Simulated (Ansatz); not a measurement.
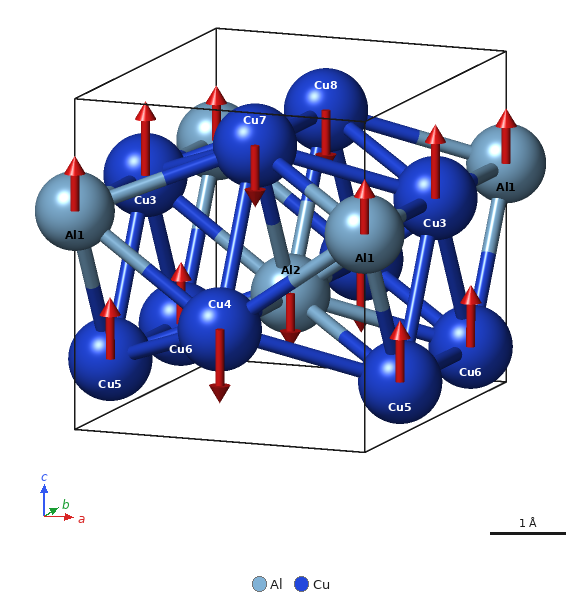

A relaxation of a crystal of AlCu3 (set up in Pmmn). The starting structure is drawn; red arrows show the displacements (the part carried along by the change of the cell is left out), 50 times their true length.

Style: ball-and-stick. Shown: the cell of the calculation, from a free direction.

All numbers below come from DFT r2SCAN, scalar-relativistic, plane waves, PAW (Ansatz 0.2.0). Settings: plane-wave cutoff 500 eV; k-point mesh 8 × 8 × 8; occupations gaussian; smearing width 0.1 eV; no spin polarisation; cell and atoms relaxed; force threshold 0.005 eV/Å; at most 80 steps.

Describe the change and its energy.

The largest moves relative to the cell, 0.020 Å, are those of Cu3 and Cu4. Cu3 goes along +c. Largest moves by element: Cu 0.020 Å, Al 0.015 Å. The volume changes by +0.2 %, with a 4.173 → 4.188 Å (+0.4 %), b 5.107 → 5.130 Å (+0.4 %), c 4.512 → 4.485 Å (−0.6 %). Among the contacts that change: Cu5–Cu6 2.544 → 2.556 Å, Al1–Cu3 2.554 → 2.565 Å, Cu3–Cu5 2.579 → 2.568 Å, Cu5–Cu6 (another image) 2.563 → 2.574 Å. The space group stays Pmmn (No. 59). The energy falls by 0.5 meV per atom in 3 accepted moves (4 points after the start). The largest force component goes from 0.05 to 0.0019 eV/Å. The pressure goes from 0.35 to 0.01 GPa. The SCF was repeated once at an unchanged geometry on a basis and grid sized afresh for the cell, which shifted the energy by less than 0.05 meV per atom at most.
